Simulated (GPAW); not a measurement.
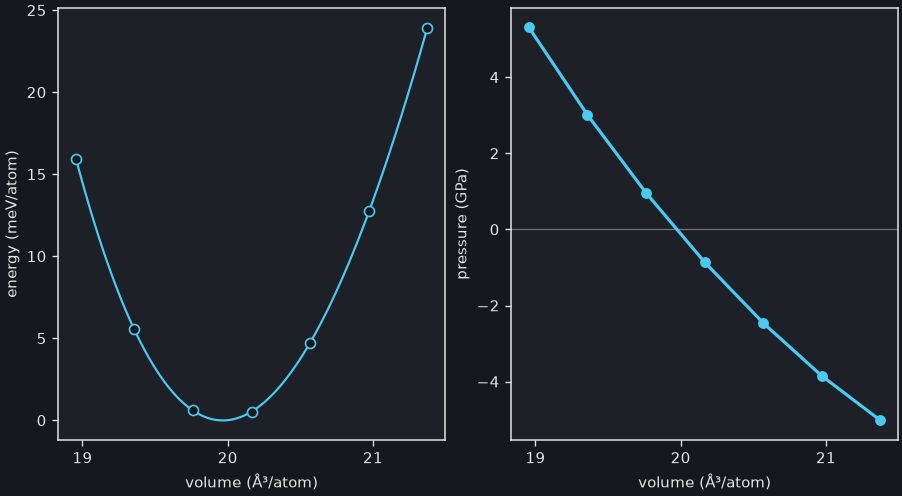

Computed with GPAW 26.7.0: PAW DFT in plane waves, on a grid or in atomic orbitals, no spin polarisation; energies at scaled volumes of the given cell, shape and fractions fixed, counted from the fit's minimum, third-order Birch-Murnaghan fit. Level: BLYP with D4.

- k mesh: 8×8×8
- occupations: Fermi–Dirac
- smearing width: 0.05 eV
- potentials: PAW data sets made by gpaw setup for the functional
- wave cutoff: 600 eV
- program settings: basis pw

Cell as given: a = 3.849 Å, b = 3.849 Å, c = 3.849 Å, α = 60.00°, β = 60.00°, γ = 60.00°; 2 atoms.

**Figure.** Energy and pressure against volume for Si, space group Fd-3m (No. 227).

A third-order Birch–Murnaghan fit gives V0 = 19.97 Å³/atom, B0 = 89.4 GPa and B′ = 5.4. The energy is 15.96 meV/atom at volume 18.95 Å³/atom and 23.92 meV/atom at 21.37 Å³/atom; the lowest computed point is at volume 20.16 Å³/atom (0.51 meV/atom). The pressure falls from 5.31 GPa at volume 18.95 Å³/atom to −5.02 GPa at 21.37 Å³/atom, and changes sign near 19.97 Å³/atom.
